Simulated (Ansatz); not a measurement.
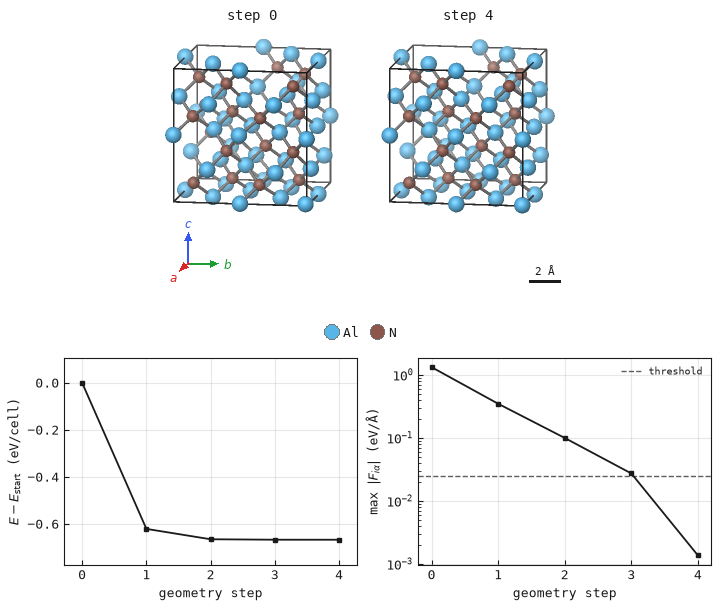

First and last geometry of a relaxation of a defect cell of composition Al$_{8}$N$_{7}$ (cell charge +1) (coarse preliminary run), with the history of the run. Style: ball-and-stick. Shown: the conventional cell (4 times the calculation's cell), slightly off an axis. Lengths and directions refer to the drawn axes.

Case: N vacancy (site c), charge +1, atoms relaxed at the host's cell.

Theory: Ansatz 0.2.0, DFT PBE, scalar-relativistic, plane waves, PAW. Settings: plane-wave cutoff 420 eV; k-point mesh 1 × 1 × 1; occupations gaussian; smearing width 0.01 eV; no spin polarisation; atoms relaxed in a fixed cell; force threshold 0.025 eV/Å; at most 45 steps.

### What do the curves and the structures tell?

It converged. The energy falls by 0.667 eV per cell of the calculation in 4 geometry steps. Largest force component: 1.3 eV/Å at the start, 0.0014 eV/Å at the end. The largest moves, 0.10 Å, are those of Al atoms. By element the largest moves are Al 0.10 Å, N 0.02 Å. The lattice vectors keep their values. Near-neighbour distances that change, for instance: Al–N 1.934 → 1.889 Å, Al–N 1.883 → 1.908 Å, Al–N 1.871 → 1.888 Å. Among the angles between lasting bonds that change: Al–N–Al 97.8° → 104.6°, N–Al–N 114.6° → 111.8°, Al–N–Al 112.4° → 110.3°.

Limits of the set-up: the periodic images lie only 6.2 Å apart, so the values are limited by the cell's size; the cell is charged, on a uniform background, and energies carry no finite-size correction.
